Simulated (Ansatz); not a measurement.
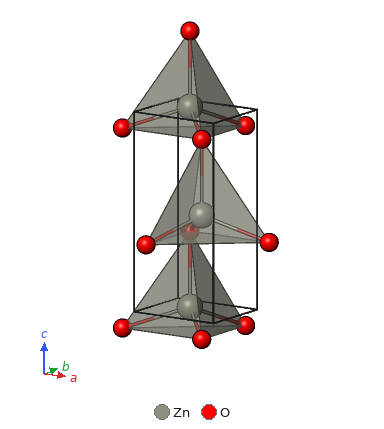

An orthographic polyhedral view of the structure, slightly off an axis. The lines enclose the conventional unit cell; boundary atoms appear with their images. Some neighbours outside the box are added.

ZnO, space group P6_3mc (No. 186), a = 3.28 Å, b = 3.28 Å, c = 5.29 Å, α = 90.00°, β = 90.00°, γ = 120.00°.

Theory: DFT PBE, scalar-relativistic, plane waves, PAW (Ansatz 0.2.0). Numerical settings: plane-wave cutoff 420 eV, a 12×12×6 mesh of k-points, Gaussian smearing of 0.02 eV, no spin polarisation.

Question: How large a gap does the method give, if there is one?

Answer: A semiconductor at this level, with a gap of 0.74 eV on the k-mesh (the true edges may lie between mesh points, so the gap can be somewhat smaller).

Starting structure: a structure listed in the Materials Project, with elements exchanged, so it need not be a known form of the compound. The geometry was optimised with DFT PBE, scalar-relativistic, plane waves, PAW in Ansatz 0.2.0.
